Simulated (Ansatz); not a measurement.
# Sc2Al: single-point calculation

Sc2Al (slab, 12 atoms in the cell), computed with DFT PBEsol, scalar-relativistic, plane waves, PAW, no spin polarisation (Ansatz 0.2.0).

The structure derives from a Materials Project entry. It belongs to a series of runs on one base structure; here: vacuum: 22. Figures and captions count atoms from 1; the log counts them from 0 in places.

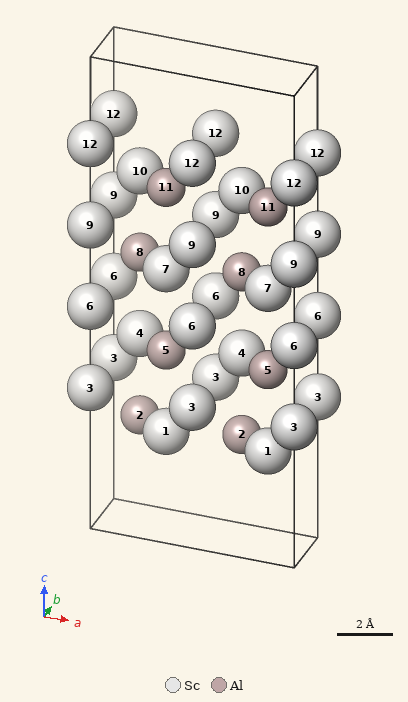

Figure 1. The structure (spheres-only view of the 2 × 1 repeat of the cell, with the vacuum cut short, seen slightly off an axis; atoms are numbered from 1 in the order of the input). An atom can appear more than once, as a periodic image.

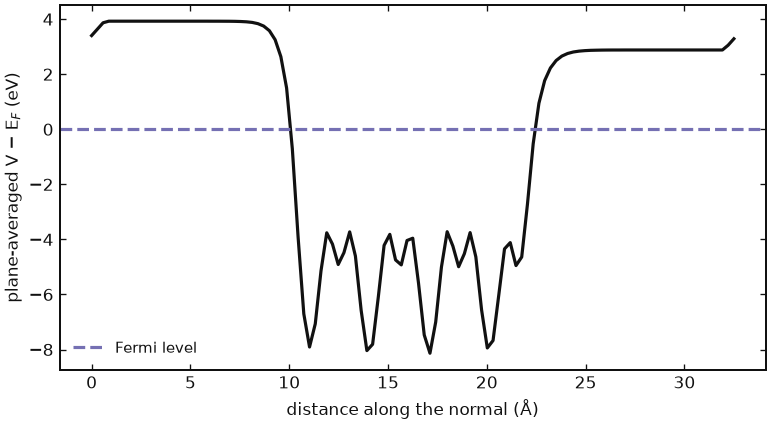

Figure 2. Plane average of the electrostatic potential energy of an electron across the cell, from the Fermi level. The vacuum level lies 2.88 eV above the Fermi level on the upper side and 3.93 eV on the lower.

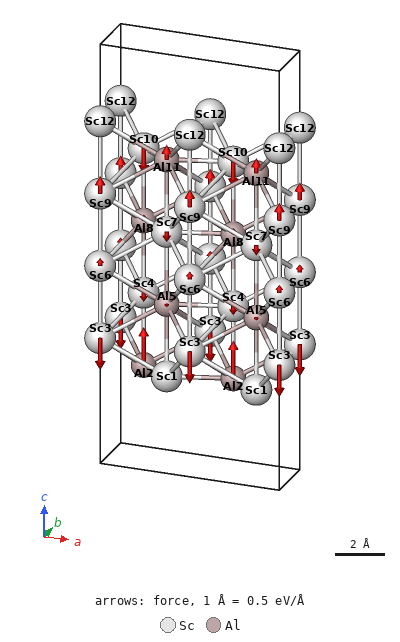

Figure 3. Forces on the atoms as red arrows (ball-and-stick view of the 2 × 1 repeat of the cell, with the vacuum cut short, seen slightly off an axis; atoms are numbered from 1 in the order of the input); the smallest are left out. The largest act on Al2 (0.80 eV/Å); Sc3 (0.68 eV/Å); Sc10 (0.55 eV/Å); Sc9 (0.37 eV/Å), among others. The geometry is not a stationary point of this energy.

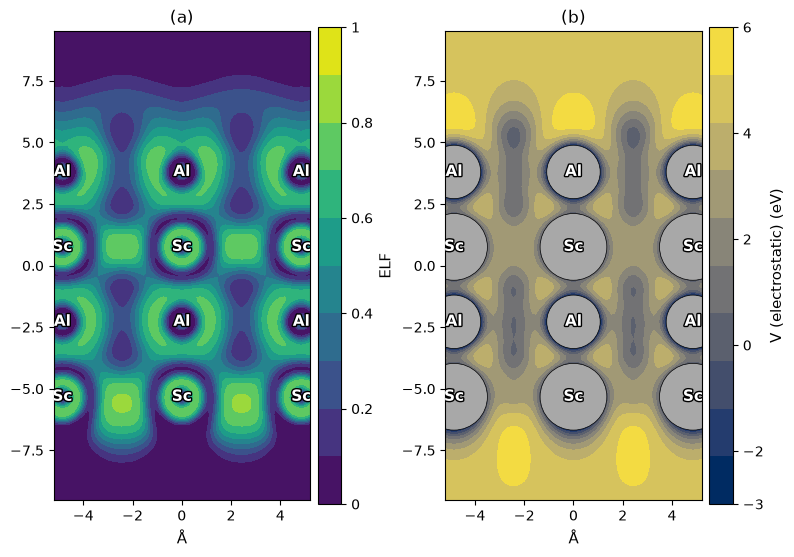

Figure 4. (a) ELF; (b) electrostatic potential energy of an electron on the (11̄0) plane of the calculation cell, a cut from vacuum to vacuum. Grey discs, where drawn, cover atomic cores. Atoms in the plane: Sc and Al. Sc–Al (3.04 Å): the ELF is about 0.40 at the midpoint, as expected for metallic bonding. The strong features right at Sc lie inside the PAW spheres (semicore, d or f shells) and say nothing about bonding. Core electrons are frozen (PAW), so the fields are smoothed inside the atomic spheres.

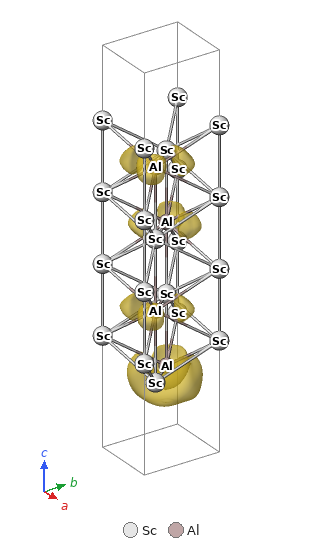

Figure 5. Isosurface of the ELF at 0.75 (yellow), seen slightly off an axis. Only the valence region is drawn (cores and ρ < 0.01 e/Å³ removed). Sticks mark near contacts. Profiles from the grid: Sc–Al (2.80 Å): the ELF is about 0.45 at the midpoint (metallic bonding. Sc–Sc (3.04 Å): the ELF is about 0.15 at the midpoint; no localised pair between them.

The input that produced these results follows, with the program's output.

## Input file
```yaml
crystal:
  lattice:
    - [4.8508989718, 0.0, 0.0]
    - [-2.4254494859, 4.2010017408, 0.0]
    - [0.0, 0.0, 32.6495398096]
  atoms:
    - { symbol: Sc, position: [0.6666666667, 0.3333333333, 0.3369113336] }
    - { symbol: Al, position: [0.3333333333, 0.6666666667, 0.3369113336] }
    - { symbol: Sc, position: [0.0, 0.0, 0.3835080955] }
    - { symbol: Sc, position: [0.3333333333, 0.6666666667, 0.4301048573] }
    - { symbol: Al, position: [0.6666666667, 0.3333333333, 0.4301048573] }
    - { symbol: Sc, position: [0.0, 0.0, 0.4767016191] }
    - { symbol: Sc, position: [0.6666666667, 0.3333333333, 0.5232983809] }
    - { symbol: Al, position: [0.3333333333, 0.6666666667, 0.5232983809] }
    - { symbol: Sc, position: [0.0, 0.0, 0.5698951427] }
    - { symbol: Sc, position: [0.3333333333, 0.6666666667, 0.6164919045] }
    - { symbol: Al, position: [0.6666666667, 0.3333333333, 0.6164919045] }
    - { symbol: Sc, position: [0.0, 0.0, 0.6630886664] }
basis:
  ecutwfc: 420
kpoints:
  mp_grid: { grid: [9, 9, 1] }
hamiltonian:
  xc: pbesol
scf:
  occupations: { method: gaussian, width: 0.1 }
output:
  forces: true
  stress: true
  eigenvalues: true
  write_density: true
  write_potential: true
  elf: true
  volumetric_format: npy
efield:
  axis: 3
  dipole_correction: true
  ramp_width: 0.04
```

Command:
```bash
ansatz run input.yaml --threads 1 --pin off --max-ram 2560MiB --backend cpu --events-out ev --progress --plain --runs-dir out
```

## Output
```
Engine: ansatz 0.2.0, x86_64-unknown-linux-gnu
Pseudopotentials: kind: paw
Pseudopotential: Sc, paw, valence charge 11, recommended cutoff 420 eV (normal), Sc.paw.azcp
Pseudopotential: Al, paw, valence charge 3, recommended cutoff 420 eV (normal), Al.paw.azcp
Functional definition: PBEsol
  exchange = pbesol_x
  correlation = pbesol_c
Crystal: 12 atoms, lattice volume = 665.353 Å³
Basis set: ecut = 420 eV, 12943 PW (Γ), exchange–correlation on 72×72×450 points (8 copies of the dense FFT grid, shifted against one another)
Bands: 62, of which v1, the nominal top of the filled ones, is band 50 counted from 1 (49 counted from 0)
Symmetry: 6 space group operations
Space group: P3m1 (ITA 156), of the structure as read, at distance tolerance 8.7e-5 Å
k-points: 12 of 81 (time reversal used)
Non-local potential: Sc, projectors of the file, l = 0: 3, l = 1: 2, l = 2: 3, l = 3: 1
Non-local potential: Al, projectors of the file, l = 0: 2, l = 1: 2, l = 2: 1
PAW form: soft (Blöchl's): semilocal exchange-correlation on the pseudo side does not see the compensation charge
PAW frozen core: Sc, regenerated for the run's functional, and the local potential with it (the file was generated under x = pbe(κ = 0.804, μ = 0.2195149727645171), c = pbe(β = 0.06672455060314922))
PAW frozen core: Al, regenerated for the run's functional, and the local potential with it (the file was generated under x = pbe(κ = 0.804, μ = 0.2195149727645171), c = pbe(β = 0.06672455060314922))
PAW one-centre angular grid: Sc, 590 points (default); XC on 64 Gauss nodes
PAW one-centre angular grid: Al, 110 points (default); XC on 64 Gauss nodes
Initial density: superposition of atomic densities (neutral atoms: chi_scale 0, normalization atom), corrected by the library's trained network
Initial wavefunctions: pseudopotential atomic-orbital guess
Functional: x = pbesol(κ = 0.804, μ = 0.12345679012345678), c = pbesol(β = 0.046)
SCF iter   1: F=—  HF=-18989.321996 eV  |F-HF|=—  |Δ(HF+E_count)|=         —  Δρ=5.48e-3  dr2=3.23e0  ethr=1.77e-3  p=0.111 e·Å  D=3.01e-2 V/Å  ΔV_dip=-0.98 eV  dr2_dipole=1.03e-1  V_vac-E_F(+/−)=3.06/4.05 eV  ⟨swp⟩=8.9  Hψ=3513  notcnv=0
efield: sawtooth ramp at fractional position 0.9800 (placed from the atoms, in the widest stretch of the axis that holds none; the zero of the levels goes with the place), width 0.0400; the density the first Hamiltonian is built on has a dipole p = 0.111 e·Å; the dipole correction subtracts the counter field D = 3.01e-2 V/Å, which shifts the + side's vacuum level by -0.98 eV against the − side's; the planar-averaged density in the ramp window peaks in size at 1.2e-6 e/Å³
preconditioner: auto → LDOS  [metal: Δε(μ)=0.017 eV  Ē_g=2.978 eV  σ=0.100 eV  W_gap=0.10  n_scr=98 (ndim 8)  ℏωp=8.6 eV  f_vac=0.553  D(μ)=19.97/eV (n_scr^D=138)  β→1.0]
SCF iter   2: F=—  HF=-18989.258169 eV  |F-HF|=—  |Δ(HF+E_count)|=   6.38e-2  Δρ=1.64e-3  dr2=1.18e-1  ethr=1.77e-3  p=0.120 e·Å  D=3.25e-2 V/Å  ΔV_dip=-1.06 eV  dr2_dipole=5.37e-2  V_vac-E_F(+/−)=2.95/4.01 eV  ⟨swp⟩=2.5  Hψ=955  notcnv=0  defer=31
SCF iter   3: F=—  HF=-18989.257209 eV  |F-HF|=—  |Δ(HF+E_count)|=   9.60e-4  Δρ=6.96e-4  dr2=2.32e-2  ethr=1.18e-4  p=0.114 e·Å  D=3.11e-2 V/Å  ΔV_dip=-1.01 eV  dr2_dipole=5.42e-3  V_vac-E_F(+/−)=2.92/3.94 eV  ⟨swp⟩=2.0  Hψ=942  notcnv=0  defer=31
SCF iter   4: F=—  HF=-18989.256822 eV  |F-HF|=—  |Δ(HF+E_count)|=   3.87e-4  Δρ=3.02e-4  dr2=1.25e-3  ethr=2.32e-5  p=0.116 e·Å  D=3.14e-2 V/Å  ΔV_dip=-1.03 eV  dr2_dipole=5.90e-5  V_vac-E_F(+/−)=2.90/3.93 eV  ⟨swp⟩=1.9  Hψ=868  notcnv=0  defer=31
SCF iter   5: F=—  HF=-18989.256721 eV  |F-HF|=—  |Δ(HF+E_count)|=   1.01e-4  Δρ=1.31e-4  dr2=2.86e-4  ethr=1.25e-6  p=0.116 e·Å  D=3.16e-2 V/Å  ΔV_dip=-1.03 eV  dr2_dipole=7.59e-7  V_vac-E_F(+/−)=2.89/3.92 eV  ⟨swp⟩=2.2  Hψ=1059  notcnv=0  defer=31
SCF iter   6: F=—  HF=-18989.256707 eV  |F-HF|=—  |Δ(HF+E_count)|=   1.43e-5  Δρ=5.89e-5  dr2=5.63e-5  ethr=2.86e-7  p=0.117 e·Å  D=3.18e-2 V/Å  ΔV_dip=-1.04 eV  dr2_dipole=1.68e-7  V_vac-E_F(+/−)=2.89/3.92 eV  ⟨swp⟩=2.2  Hψ=959  notcnv=0  defer=31
SCF iter   7: F=—  HF=-18989.256499 eV  |F-HF|=—  |Δ(HF+E_count)|=   2.07e-4  Δρ=1.48e-5  dr2=5.29e-6  ethr=5.63e-8  p=0.117 e·Å  D=3.19e-2 V/Å  ΔV_dip=-1.04 eV  dr2_dipole=8.79e-7  V_vac-E_F(+/−)=2.88/3.93 eV  ⟨swp⟩=2.0  Hψ=997  notcnv=0  defer=31
SCF iter   8: F=—  HF=-18989.256500 eV  |F-HF|=—  |Δ(HF+E_count)|=   3.67e-7  Δρ=4.77e-6  dr2=4.03e-7  ethr=5.29e-9  p=0.118 e·Å  D=3.20e-2 V/Å  ΔV_dip=-1.04 eV  dr2_dipole=9.06e-8  V_vac-E_F(+/−)=2.88/3.93 eV  ⟨swp⟩=2.2  Hψ=920  notcnv=0  defer=31
SCF iter   9: F=-18989.256500 eV  HF=-18989.256500 eV  |F-HF|=3.07e-8  |Δ(HF+E_count)|=   1.35e-7  Δρ=2.43e-6  dr2=8.07e-8  ethr=1.00e-10  p=0.118 e·Å  D=3.20e-2 V/Å  ΔV_dip=-1.04 eV  dr2_dipole=4.29e-9  V_vac-E_F(+/−)=2.88/3.93 eV  ⟨swp⟩=27.0  Hψ=6219  notcnv=0
SCF 1 converged in 9 iterations: F = -18989.256500 eV  dr2 = 8.07e-8
  greatest PAW one-centre occupation: 0.998 electrons in one spin orbital (limit 2), on the Sc atom at site 9 (counted from 0), in its partial waves of l = 0
WARN: The input density's exchange-correlation potential varies sharply where the density is thin. Do not read a vacuum level from v_tot or v_xc, or from such a field of the output density. On a cell that repeats whose density bears no net charge and no dipole along the vacuum's axis use v_es (v_loc + v_h of the components); under efield.dipole_correction with no amplitude use v_es + v_field, which holds any external_charges[].barrier, or the levels of the report's work_function block, which leave it out; under a non-zero efield.amplitude the vacuum is tilted and has no level; on a cell that repeats and bears such a dipole with no correction it is tilted too, and efield.dipole_correction with no amplitude gives each side of its ramp a level where efield: is served; in a cell that repeats whose density bears a net charge (total_charge, or a fill off its count) it is curved and has none; of a slab under crystal.periodic whose density bears no net charge use v_es, which has a level on each side, short of where the two are joined; of another it falls or rises all the way out and has none; of a slab beside external_charges read slab_vacuum_level instead, which it has where they leave it neutral. The grid or the basis barely resolves most such structure, and the values can differ between equally converged runs; as a rule a tighter scf.convergence.dr2_threshold does not remove it. Where the density itself ripples (under the LDA too) a higher basis.ecutwfc lessens it. The files hold the spikes' plane waves up to the density's cutoff. Files: v_tot and the like, and their columns of v_z.tsv (output.write_potential); v_xc and the like, and their columns of v_comp_z.tsv (output.write_potential_components); where files of the output density stand in their place, no point of their own thin density is over the threshold below, and this is of outcome.potential() and, of a run that writes arrays (npy), the arrays of these names. Measured: with its Gaussian average of σ = 0.25 Å subtracted twice, the exchange-correlation potential is over 0.1 eV at 18 of the grid points where the equally averaged density (valence and model cores) is under 1e-3 e/Å³, and 0.180 eV at the most among them, at an averaged density of 1.9e-7 e/Å³. See output.write_potential in the manual, Limitations
SCF converged after 9 iterations
Free energy (F): -18989.256500 eV
Harris-Foulkes:  -18989.256500 eV  (|F-HF|=3.07e-8)
Internal energy: -18989.159623 eV  (E = F + TS)
E sigma→0 (E₀):  -18989.208062 eV
Entropy (-TS):   -0.096877 eV (-8.073 meV/atom)
Fermi energy:    1.412669 eV
Dipole field:    D = 0.032024 V/Å  (p = 0.117750 e·Å, saw-weighted, corrected)
Work function:   Φ+ = 2.8805 eV   Φ− = 3.9261 eV
Levels:          The Fermi level and band energies are counted from a zero that moves with the ramp; work functions are not
--- Per-component energies (eV) ---
  E_band       = -2072.140639
  E_kinetic    = 2170.925284
  E_local      = -102504.379597  (includes V_loc(G=0)·N_el)
  E_nonlocal   = 718.491139
  E_hartree    = 49812.116810
  E_xc         = -978.994955
  E_vxc        = -1137.895100  (∫ρ·V_xc dr)
  E_paw        = -9276.693306  (= ΣΔE_a)
  E_vpaw       = -943.799081  (= ΣTr[D̂ρ^β])
  E_aug_tail   = 0.000071  (compensation charges beyond the density's cutoff)
  E_efield     = 0.001885  (sawtooth field / dipole correction)
  E_vefield    = 0.296088  (∫n·V_field dr)
  E_ewald      = 41068.264288
  E_core_change = 1.108756  (= ΣΔE_core)
  E_smearing   = -0.096877  (= −TS)
  E_closure    = 0.000000  (closes the sum)
  Σ components = -18989.256500   (vs F -18989.256500, Δ=0.00e0)
--- Forces (eV/Å), atoms counted from 1 ---
  atom   1  Sc     0.00000000     0.00000000    -0.03901412
  atom   2  Al     0.00000000    -0.00000000     0.79777017
  atom   3  Sc    -0.00000000     0.00000000    -0.67755489
  atom   4  Sc    -0.00000000     0.00000000    -0.19200066
  atom   5  Al     0.00000000     0.00000000    -0.06161458
  atom   6  Sc     0.00000000     0.00000000     0.16449638
  atom   7  Sc    -0.00000000    -0.00000000    -0.21670851
  atom   8  Al     0.00000000    -0.00000000     0.12712776
  atom   9  Sc     0.00000000    -0.00000000     0.37076698
  atom  10  Sc    -0.00000000     0.00000000    -0.54831518
  atom  11  Al     0.00000000     0.00000000     0.31570297
  atom  12  Sc     0.00000000    -0.00000000    -0.04074098
  max |Σ_I F_I| component: 8.47e-5 eV/Å
--- Stress (GPa, compression-positive) ---
       -0.763826       0.000000       0.000000
        0.000000      -0.763826       0.000000
        0.000000       0.000000      -0.321032
  P = ⅓ Tr σ = -0.6162 GPa (-6.162 kbar)
--- Band table (eV; the first three rows and the last of 12) ---
  k-point 0: bands = ["-48.6863", "-48.1351", "-47.9483", "-47.7581", "-47.7468", "-47.6977", "-47.6799", "-47.6641", "-27.4733", "-27.3676", "-27.3676", "-26.9465", "-26.8520", "-26.8520", "-26.6962", "-26.6802", "-26.6802", "-26.5773", "-26.5773", "-26.5283", "-26.5283", "-26.5194", "-26.4825", "-26.4748", "-26.4748", "-26.4094", "-26.4009", "-26.4009", "-26.3780", "-26.3577", "-26.3577", "-26.2785", "-5.5399", "-4.9204", "-4.0320", "-3.1698", "-1.0179", "-0.3258", "-0.3258", "-0.2319", "-0.0992", "-0.0992", "0.2896", "0.2896", "0.5769", "0.7690", "0.7690", "0.8667", "1.2941", "1.2941", "1.4130", "1.4130", "1.4882", "1.4882", "1.6567", "1.6567", "1.8875", "1.9659", "3.1915", "3.2730", "3.3433", "3.3433"]
  k-point 1: bands = ["-48.6862", "-48.1348", "-47.9483", "-47.7569", "-47.7461", "-47.6974", "-47.6808", "-47.6656", "-27.4738", "-27.3681", "-27.3680", "-26.9479", "-26.8537", "-26.8528", "-26.7042", "-26.6804", "-26.6739", "-26.5811", "-26.5797", "-26.5348", "-26.5297", "-26.5208", "-26.4898", "-26.4732", "-26.4588", "-26.4250", "-26.3988", "-26.3950", "-26.3693", "-26.3549", "-26.3541", "-26.2783", "-5.4288", "-4.8172", "-3.9469", "-3.1319", "-0.9873", "-0.5787", "-0.2973", "-0.2558", "-0.0367", "0.0004", "0.0931", "0.3428", "0.4306", "0.6496", "0.8151", "1.0327", "1.2450", "1.3283", "1.3375", "1.4385", "1.4774", "1.5250", "1.6410", "1.6914", "1.9949", "2.1323", "3.1616", "3.2262", "3.3165", "3.3321"]
  k-point 2: bands = ["-48.6861", "-48.1342", "-47.9484", "-47.7539", "-47.7440", "-47.6964", "-47.6834", "-47.6696", "-27.4749", "-27.3692", "-27.3689", "-26.9515", "-26.8578", "-26.8553", "-26.7132", "-26.6810", "-26.6699", "-26.5898", "-26.5842", "-26.5465", "-26.5329", "-26.5257", "-26.4925", "-26.4697", "-26.4464", "-26.4337", "-26.3968", "-26.3936", "-26.3533", "-26.3479", "-26.3428", "-26.2784", "-5.1065", "-4.5195", "-3.7100", "-3.0482", "-1.0048", "-0.9462", "-0.5590", "-0.4579", "-0.0581", "0.0232", "0.1356", "0.3482", "0.4840", "0.6327", "0.9385", "0.9895", "1.1731", "1.2731", "1.4241", "1.4507", "1.5205", "1.6308", "1.7715", "1.7967", "2.2016", "2.4057", "3.0343", "3.0596", "3.1599", "3.1858"]
  k-point 11: bands = ["-48.6857", "-48.1328", "-47.9485", "-47.7477", "-47.7356", "-47.6925", "-47.6863", "-47.6862", "-27.4774", "-27.3739", "-27.3696", "-26.9599", "-26.8727", "-26.8564", "-26.7156", "-26.7080", "-26.6547", "-26.6169", "-26.5750", "-26.5709", "-26.5539", "-26.5288", "-26.5019", "-26.4606", "-26.4427", "-26.4307", "-26.3890", "-26.3752", "-26.3529", "-26.3194", "-26.3095", "-26.2853", "-3.5228", "-3.4815", "-3.2884", "-2.9038", "-1.7142", "-1.2407", "-1.1690", "-1.1261", "-0.7183", "-0.3808", "-0.3194", "0.5363", "0.5753", "0.6098", "0.8943", "1.1928", "1.3196", "1.5148", "1.6397", "1.6855", "1.7394", "1.9609", "2.0436", "2.0608", "2.3488", "2.5184", "2.5846", "2.7513", "2.7549", "2.7690"]
```

## Results in brief

```json
{"quantity": "outcome", "value": "converged"}
{"quantity": "electrons treated", "value": "100"}
{"quantity": "free energy", "value": "−18989.2565 eV"}
{"quantity": "work function, top face", "value": "2.88 eV"}
{"quantity": "work function, bottom face", "value": "3.93 eV"}
{"quantity": "Fermi energy", "value": "1.413 eV"}
{"quantity": "gap on the k-point mesh", "value": "none (metallic)"}
{"quantity": "work function (upper face)", "value": "2.88 eV"}
{"quantity": "largest force (length of the vector)", "value": "0.798 eV/Å"}
{"quantity": "hardware", "value": "1 thread of Intel Xeon @ 2.50GHz (Skylake/Cascade Lake), 189 GiB of memory available, shared host"}
{"quantity": "wall time", "value": "1.8 min"}
{"quantity": "peak memory", "value": "0.91 GiB"}
```

## Remarks

Warnings of the run: the exchange-correlation potential is rough where the density is thin.
